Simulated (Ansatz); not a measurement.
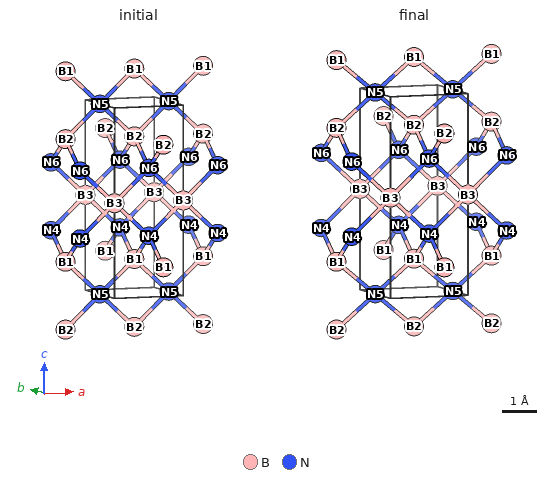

The structure of crystalline BN (a generated structure, set up in Pmmm) (coarse preliminary run) before (left) and after (right) a relaxation, at one scale.

Style: ball-and-stick. Shown: the cell of the calculation, slightly off an axis.

Computed with DFT PBE, scalar-relativistic, plane waves, PAW (Ansatz 0.2.0). (plane-wave cutoff 420 eV; k-point mesh 8 × 8 × 4; occupations gaussian; smearing width 0.1 eV; no spin polarisation; cell and atoms relaxed; force threshold 0.04 eV/Å; at most 70 steps)

Question: What changed between the two?

Answer: The largest moves relative to the cell, 0.060 Å, are those of B1 and B2. B2 goes along +c. By element the largest moves are B 0.060 Å, N 0.049 Å. The volume changes by +25.0 %, with a 2.174 → 2.449 Å (+12.7 %), b 2.454 → 2.571 Å (+4.8 %), c 5.669 → 6.003 Å (+5.9 %). Some distances before and after: B3–N4 1.483 → 1.658 Å, B1–N5 1.483 → 1.586 Å, B1–N4 1.473 → 1.555 Å. Bond angles that change, for instance: N5–B2–N5 94.2° → 101.1°, B1–N5–B2 85.8° → 78.9°, B1–N5–B1 94.2° → 101.1°. The space group stays Pmmm (No. 47). The energy falls by 492 meV per atom in 7 accepted moves (9 points after the start). The largest force component goes from 2.9 to 0.0065 eV/Å. The pressure goes from 118.46 to 0.07 GPa. The SCF was repeated twice at an unchanged geometry on a basis and grid sized afresh for the cell, which shifted the energy by 21.7 meV per atom at most. Cost: 33 s on 1 thread of Arm Neoverse V1, with other jobs on the host, peak memory 0.33 GiB.
